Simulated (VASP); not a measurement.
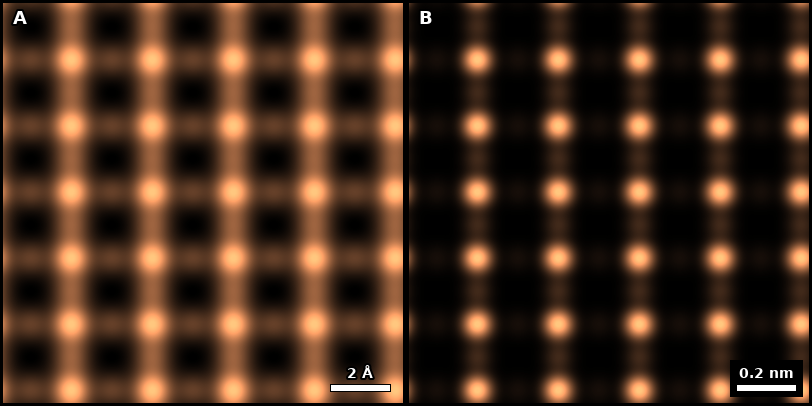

Two simulated images of the same area of BaTiO3 (Pm-3m, No. 221) along [211], with a probe of 0.81 Å. One is incoherent Z contrast (Z^1.7 per atom), the other the projected potential of neutral atoms blurred by the probe (iDPC-like, thin sample). Brightness is counted from the darkest point of the image. Model: the geometry relaxed with VASP 6.6.1, VASP Kohn-Sham DFT of a periodic cell, r2SCAN, VASP PAW PBE potentials, recommended.

**Which panel is which, and how can one tell?**

B is the Z-contrast image and A the potential image. The columns of 2 O per repeat reach about 7 % of the brightest peak (1 Ba + 1 O) in B but about 32 % in A, mainly since the potential grows much more slowly with atomic number.
